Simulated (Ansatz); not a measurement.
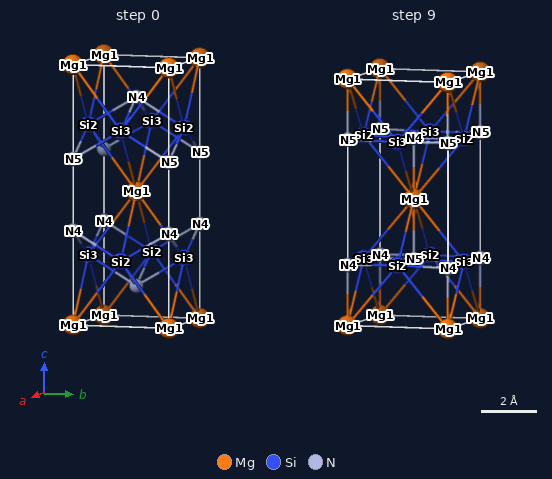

The structure of solid MgSi$_{2}$N$_{2}$ (a generated structure, set up in I4/mmm) (coarse preliminary run) before (left) and after (right) a relaxation, at one scale.

The picture is a ball-and-stick view of the conventional cell (2 times the calculation's cell), seen slightly off an axis. Lengths and directions refer to the drawn axes.

Method: DFT PBE, scalar-relativistic, plane waves, PAW in Ansatz 0.2.0.

Input file:
```yaml
crystal:
  lattice:
    - [-1.83031338, 1.83031338, 4.76241512]
    - [1.83031338, -1.83031338, 4.76241512]
    - [1.83031338, 1.83031338, -4.76241512]
  atoms:
    - { symbol: Mg, position: [0.0, 0.0, 0.0] }
    - { symbol: Si, position: [0.75, 0.25, 0.5] }
    - { symbol: Si, position: [0.25, 0.75, 0.5] }
    - { symbol: "N", position: [0.36253935, 0.36253935, 0.0] }
    - { symbol: "N", position: [0.63746065, 0.63746065, 0.0] }
basis:
  ecutwfc: 420
kpoints:
  mp_grid: { grid: [6, 6, 6] }
hamiltonian:
  xc: pbe
scf:
  occupations: { method: gaussian, width: 0.1 }
  lower_state_search: "off"
output:
  forces: true
  stress: true
  eigenvalues: true
relax:
  adjacent_minimum: "off"
  f_tol: 0.04
  max_steps: 70
  cell: { stress_tol: 0.4 }
```

Command:
```bash
ansatz run input.yaml --threads 1 --pin off --max-ram 2560MiB --backend cpu --events-out ev --progress --plain --runs-dir out
```

### What changed between the two?

The largest moves relative to the cell, 1.06 Å, are those of N4 and N5. N5 goes along +c. Mg and Si stay in place. The volume changes by +3.9 %, with a = b 3.661 → 3.836 Å (+4.8 %), c 9.525 → 9.014 Å (−5.4 %). Among the contacts that change: Mg1–N4 3.453 → 2.212 Å, Si2–N4 2.121 → 1.919 Å, Mg1–Si2 3.003 → 2.959 Å. Among the angles between lasting bonds that change: Si2–N4–Si2 119.3° → 177.5°, Si2–N4–Si3 75.2° → 90.0°. The space group stays I4/mmm (No. 139). Over 8 accepted moves (9 points after the start) the energy falls by 651 meV per atom. The largest force component goes from 2.1 to 0.026 eV/Å. Pressure: 1.24 GPa at the start and 0.13 GPa at the end. At 1 point the geometry stayed and the basis and grid were re-selected for the new cell (energy shift of 2.5 meV per atom at most each time).
